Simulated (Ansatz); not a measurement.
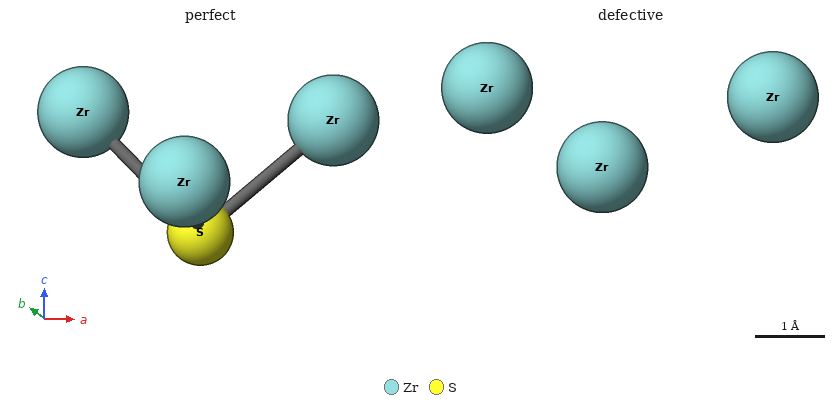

Left: perfect ZrS2. Right: the same region with one point defect, after relaxing the atoms in a supercell of 48 sites. A ball-and-stick model of the atoms within 3.3 Å of one point, seen slightly off an axis.

Level of theory: DFT PBE, scalar-relativistic, plane waves, PAW (Ansatz). Settings: plane-wave cutoff 420 eV; k-point mesh 2 × 2 × 2; occupations gaussian; smearing width 0.01 eV; mesh shifted by (0.5, 0.5, 0.5); no spin polarisation. The cell is small and the k-mesh coarse, so the numbers are rough. A uniform background neutralises the charged cell. The axes drawn are those of the host's conventional cell.

Which defect is it?

Answer. A sulfur atom is taken out (a vacancy).

The charge state of the cell is +2.

How does the lattice respond?

Answer. Around the empty S site the host had 3 Zr at 2.57 Å; after relaxation the nearest atoms are 3 Zr at 3.00 to 3.01 Å, 7 S at 3.57 to 3.59 Å. Of the host's atoms, a zirconium atom moves furthest from its site, by 0.47 Å.
